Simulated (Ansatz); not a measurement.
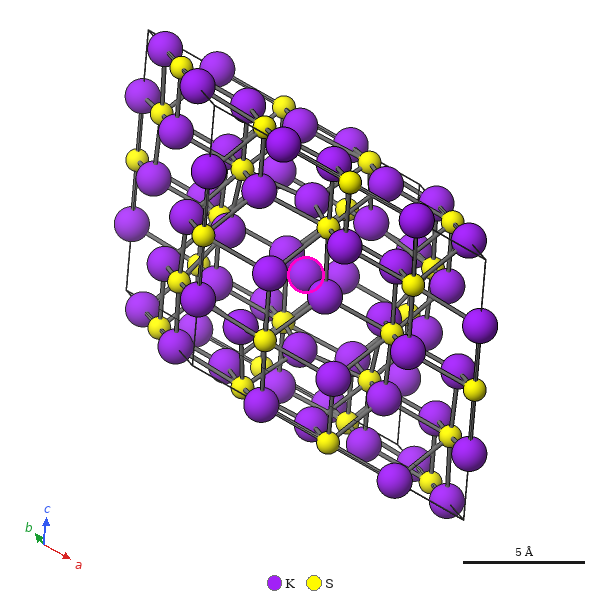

We look at a ball-and-stick model of the crystal slightly off an axis. The outline marks the supercell. The host is K₂S, in a cell of 48 sites, and the cell carries a charge of -1. A ring marks the defect's site.

### What imperfection does the supercell contain?

Potassium on a sulfur site (an antisite). It is bonded to no bonds drawn.

The atoms were relaxed in the host's cell with Ansatz, DFT PBE, scalar-relativistic, plane waves, PAW.
